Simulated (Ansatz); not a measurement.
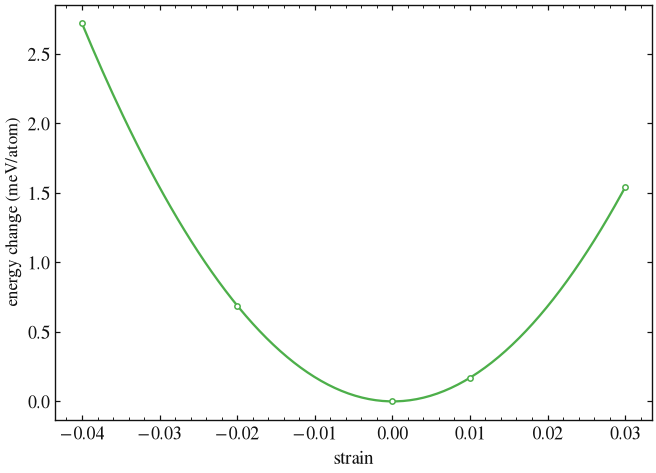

The plot gives the computed energy change against strain.

Computed with Ansatz 0.2.0: homogeneous strain of a crystal along one Voigt pattern with engineering shear, fractional coordinates fixed, by plane-wave density functional theory with PAW datasets, free energies less that of the undisturbed cell; scalar-relativistic. Level: PBEsol, no spin polarisation.

Q: For which of these solids was it computed?
A. PbS, Cmcm (No. 63), 26.7 Å³/atom, strain pattern [0, 0, 0, 0, 1, 0]
B. Zr, Im-3m (No. 229), 23.7 Å³/atom, strain pattern [0, 0, 0, 0, 0, 1]
C. CuI, Fm-3m (No. 225), 23.4 Å³/atom, strain pattern [0, 1, 0, 0, 0, 0]

A: B, Zr: energy change from 0.00 meV/atom to 2.72 meV/atom. The others give: CuI, energy change from −12.87 meV/atom to 69.85 meV/atom; PbS, energy change from 0.00 meV/atom to 1.73 meV/atom.

For CuI, limits of the calculation: reference crystal is not relaxed.

For PbS, limits of the calculation: reference crystal is not relaxed.

For Zr, limits of the calculation: reference crystal is not relaxed.
